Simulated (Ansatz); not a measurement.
```xyz
2
Lattice="2.9004 0.0000 0.0000 -1.4502 2.5118 0.0000 0.0000 0.0000 5.1663" Properties=species:S:1:pos:R:3 pbc="T T T"
Ta    0.0000    1.6745    1.2916
Ta    1.4502    0.8373    3.8747
```

Space group P6₃/mmc; a structure from a database of computed crystals, not necessarily the ambient phase; computed pressure about −4 GPa in this cell.

The calculation used Kohn-Sham DFT of a periodic cell, r2SCAN, Ansatz PAW (Ansatz).

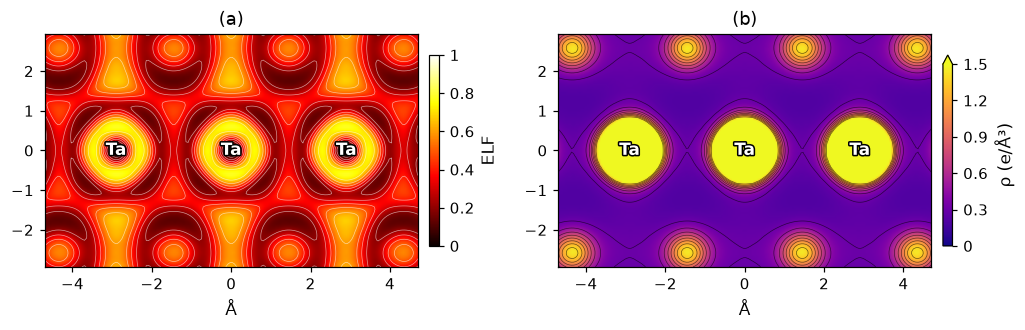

Ta. (a) electron localisation function; (b) valence charge density (pseudo) on the (010) plane of the conventional cell.

In a PAW calculation such maps are meaningful between the atoms, not at the nuclei.

Interpret the plot.

- The section cuts through Ta sites.
- Atoms just off the plane (Ta, 0.8 Å away) can leave unmarked features too.
- Ta–Ta (2.90 Å): the density is about 0.3 e/Å³ at the midpoint; the ELF is about 0.30 at the midpoint.
- Between the atoms the lowest density in this plane is 0.21 e/Å³.
- The features right at Ta lie inside the PAW spheres, where the map follows smoothed inner orbitals and isn't to be read closely.

Metal or insulator at this level of theory?

It is gapless in this calculation (a metal or semimetal).
